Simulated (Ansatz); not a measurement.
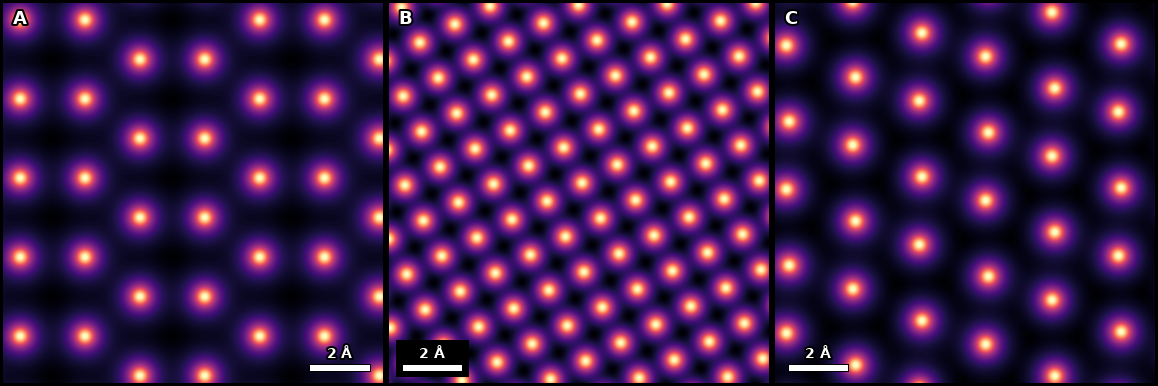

Three views of Rh (Cmcm, No. 63) along different zone axes. Computed as the sum of neutral-atom potentials (tabulated electron scattering factors, B = 0.3 Å²) projected along the beam and smoothed by 0.25 Å; brighter is more positive. The display is stretched by a gamma of 0.6; percentages refer to the linear signal. Model: the input geometry of an electronic-structure calculation (not necessarily at equilibrium); the starting structure was generated, so it need not be a known form of this composition.

Space group Cmcm (No. 63). a = 2.706 Å, b = 8.192 Å, c = 2.730 Å, α = 90.00°, β = 90.00°, γ = 90.00°
```
atom  site  symmetry       x       y       z
  Rh    4c       m2m  0.0000  0.6352  0.2500
```

**Match the panels to the zone axes [001], [010] and [100].**

A is [001]: projected cell 2.71 × 4.31 Å, 108°, plane group c2mm. B is [010]: projected cell 1.35 × 1.36 Å, 90°, plane group p4mm. C is [100]: projected cell 2.73 × 4.10 Å, 90°, plane group p2mg.
